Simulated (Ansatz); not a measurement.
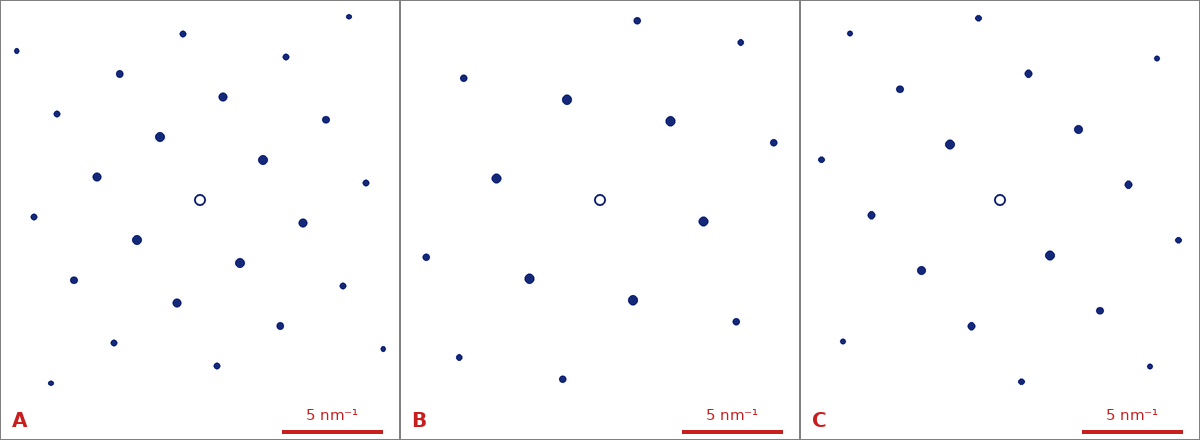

Kinematic zone-axis patterns, calculated for 120 keV electrons with B = 0.5 Å².

All three come from Pt, space group Pm-3m (No. 221), a = 2.68 Å. Structure: coordinates from a relaxation with DFT, BLYP, plane waves (420 eV) with PAW, scalar-relativistic in Ansatz; the starting structure was generated, so it need not be a known form of this composition.

```csv
atom,site,symmetry,x,y,z
Pt,1a,m-3m,0.0000,0.0000,0.0000
```

Assign the zone axes [001], [110], [111] to A, B and C.

Answer. A is [001]: square net of 1 0 0 at d = 2.68 Å and 0 1 0 at d = 2.68 Å, at 90.0°. B is [111]: hexagonal net of -1 1 0 at d = 1.89 Å and -1 0 1 at d = 1.89 Å, at 60.0°. C is [110]: rectangular net of 0 0 1 at d = 2.68 Å and 1 -1 0 at d = 1.89 Å, at 90.0°.
